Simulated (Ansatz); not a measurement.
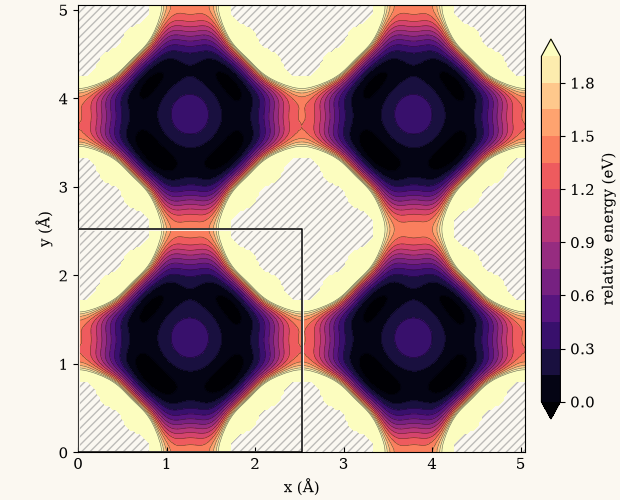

C (Fd-3m phase) with one H guest (13 atoms in the cell, cell charge +1). A guest moved over a lattice plane through the rigid host; the plane is (0 0 1) of the conventional cell, through C2. Places are given modulo a cell vector. The map is drawn in real space over the plane of the scan. Nothing is relaxed (host rigid, guest held in the plane). The scan uses an 8 × 8 grid; 48 points were computed and 3 follow by symmetry. At 13 points there is no value (left out of the scan, as a rule where atoms come close). Energies are in eV per cell, from the lowest grid point. The cell is charged on a uniform background, without a charge correction. This map comes from DFT PBE, scalar-relativistic, plane waves, PAW (Ansatz 0.2.0). Settings: cutoff 420 eV, k-mesh 6×6×6, gaussian smearing 0.05 eV, no spin polarisation.

The picture shows filled contours, the outline of one cell of the 2 × 2 shown, one colour for all values above the top of the scale, hatched blanks where no value was computed. Between grid points the surface is interpolated.

The lowest grid point is at (3/8, 3/8) of the cell vectors [nearest 3 C at 1.34 Å]. The bottom of the well lies between grid points, at about (0.31, 0.31) of the cell vectors, about 0.1 eV lower on the interpolated surface. There are further wells near (5/8, 3/8) of the cell vectors [nearest 3 C at 1.34 Å] (0.012 eV above the lowest at that grid point); (5/8, 5/8) of the cell vectors [nearest 3 C at 1.34 Å] (0.06 eV above the lowest at that grid point); (3/8, 5/8) of the cell vectors [nearest 3 C at 1.34 Å] (0.06 eV above the lowest at that grid point). Relaxing all atoms from the lowest point lowers the energy by a further 0.6 eV. The highest grid point, (6/8, 7/8) of the cell vectors [nearest 1 C at 0.71 Å], lies 6.5 eV above the lowest. On the interpolated surface the easiest way out of the lowest well to the well at about (0.32, 0.64) of the cell vectors passes a barrier of about 0.16 eV, counted from the interpolated bottom of the well.

The level of theory is changed to DFT LDA, scalar-relativistic, plane waves, PAW (Ansatz); with it change the cell, relaxed at the new level (first cell vector 4.325 Å, before 4.374 Å); the new grid has 12 × 12 points.

> What will the new map look like?

The minimum (interpolated where it lies between grid points) moves from about (0.31, 0.31) of the cell vectors to about (0.65, 0.35) of the cell vectors. The span from the lowest to the highest grid point shrinks from 6.5 to 4.8 eV. The easiest pass out of the lowest well goes from about 0.16 to about 0.12 eV on the interpolated surfaces.

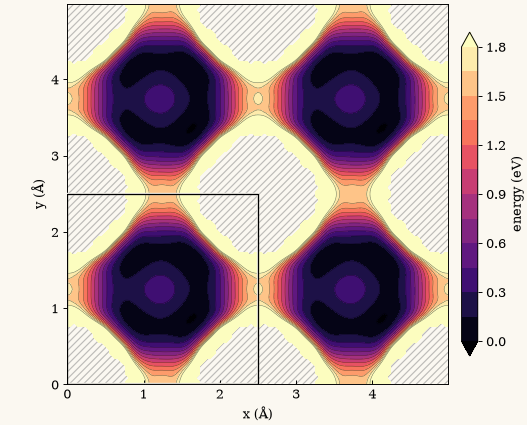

The map after the change, on a colour scale of its own. In the figure: filled contours, the outline of one cell of the 2 × 2 shown, one colour for all values above the top of the scale, hatched blanks where no value was computed. Between grid points the surface is interpolated.

PAW datasets: the set soft_1.
